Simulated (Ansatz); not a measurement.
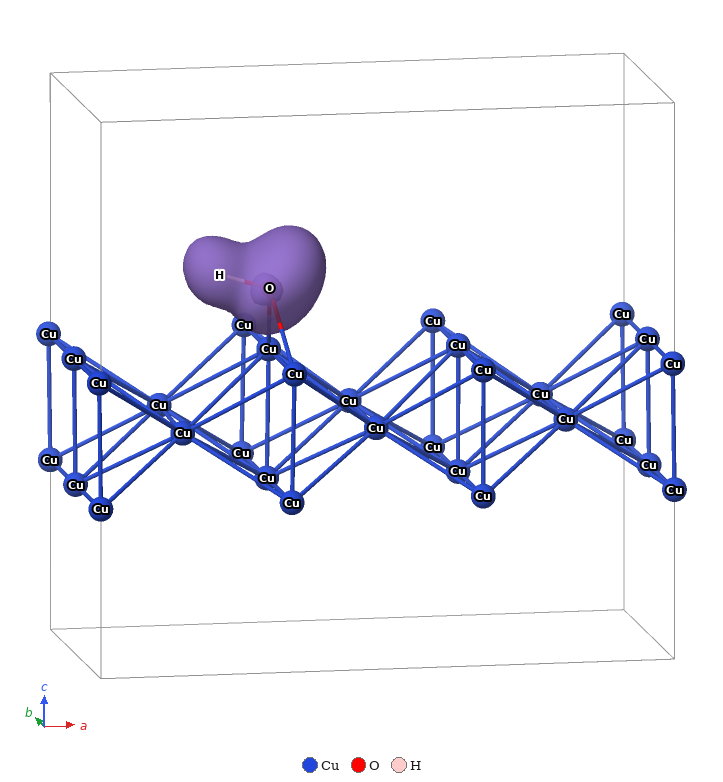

Figure. Cu18HO (slab). Isosurface of the ELF at 0.6 (purple), seen slightly off an axis. Only the valence region is drawn (cores and ρ < 0.01 e/Å³ removed). Sticks mark near contacts.

Computed without spin polarisation; PAW files of the earlier set (soft_1).

The calculation used Ansatz, DFT PBEsol, scalar-relativistic, plane waves, PAW.

In a PAW calculation such maps are meaningful between the atoms, not at the nuclei.

Identify the bonds, lone pairs and shells in this picture.

The ELF exceeds this value in one joined region spread over several atoms (H, O), in which their bonds and any lone pairs are merged, counted in one cell of 20 atoms. Counts are for one cell; the picture repeats the cell along the surface. Along the contacts the grid gives the following. O–H (0.98 Å): the ELF climbs to about 1 towards the hydrogen, as it does in any bond to H: an ordinary covalent bond to hydrogen. Cu–O (1.92 Å): the ELF peaks at about 0.85 in the valence shell of O, 0.6 Å from its nucleus, and is about 0.20 at the midpoint (no localised pair shows between them).

Does the calculation give a band gap?

It is gapless in this calculation (a metal or semimetal).
